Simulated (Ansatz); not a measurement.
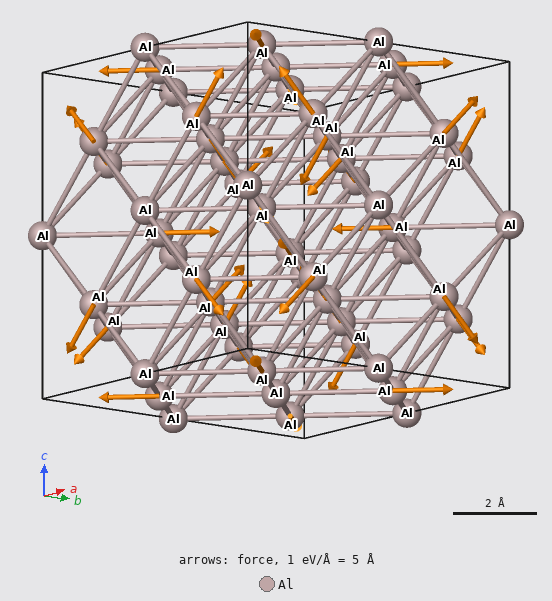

Starting geometry of a defect cell of composition Al with the computed forces as orange arrows. The picture is a ball-and-stick view of the conventional cell (2 times the calculation's cell), seen from a free direction. Lengths and directions refer to the drawn axes.

Case: Al vacancy (site a), charge +0, atoms relaxed at the host's cell.

These are results of Ansatz 0.2.0, DFT PBE, scalar-relativistic, plane waves, PAW, not measurements.

The input:
```yaml
crystal:
  lattice:
    - [-4.0416209214, -4.0416209214, 4.0416209214]
    - [4.0416209214, 4.0416209214, 4.0416209214]
    - [-4.0416209214, 4.0416209214, -4.0416209214]
  atoms:
    - { symbol: Al, position: [0.25, 0.0, 0.75] }
    - { symbol: Al, position: [0.0, 0.25, 0.75] }
    - { symbol: Al, position: [0.5, 0.0, 0.5] }
    - { symbol: Al, position: [0.25, 0.25, 0.5] }
    - { symbol: Al, position: [0.0, 0.5, 0.5] }
    - { symbol: Al, position: [0.75, 0.0, 0.25] }
    - { symbol: Al, position: [0.5, 0.25, 0.25] }
    - { symbol: Al, position: [0.25, 0.5, 0.25] }
    - { symbol: Al, position: [0.0, 0.75, 0.25] }
    - { symbol: Al, position: [0.75, 0.25, 0.0] }
    - { symbol: Al, position: [0.5, 0.5, 0.0] }
    - { symbol: Al, position: [0.25, 0.75, 0.0] }
    - { symbol: Al, position: [0.75, 0.5, 0.75] }
    - { symbol: Al, position: [0.5, 0.75, 0.75] }
    - { symbol: Al, position: [0.75, 0.75, 0.5] }
basis:
  ecutwfc: 420
  xc_grid: 2
kpoints:
  mp_grid: { grid: [7, 7, 7], shift: [0.0, 0.0, 0.0] }
hamiltonian:
  xc: pbe
scf:
  occupations: { method: gaussian, width: 0.1 }
output:
  forces: true
  stress: false
  eigenvalues: true
relax:
  adjacent_minimum: "off"
  f_tol: 0.025
  max_steps: 45
```

Command:
```bash
ansatz run input.yaml --threads 4 --pin off --max-ram 8192MiB --backend cpu --events-out ev --progress --plain --runs-dir out
```

Question: What follows when this structure is relaxed?

Answer: It isn't relaxed: the largest force vector, on Al atoms, is 0.30 eV/Å. The atoms end up moving mostly along the starting forces (cosine between the two patterns 1.00). The energy falls by 89.1 meV per cell of the calculation in 2 geometry steps. Largest force component: 0.21 eV/Å at the start, 0.0015 eV/Å at the end. The largest moves, 0.049 Å, are those of 12 atoms (Al1, Al2, Al4, Al6 and others). Al10 goes along [−1 −1 0]. The cell doesn't change. Near-neighbour distances that change, for instance: Al10–Al14 2.858 → 2.809 Å, Al10–Al11 2.858 → 2.907 Å.

Limits of the set-up: the periodic images lie only 7.0 Å apart, so the values are limited by the cell's size.
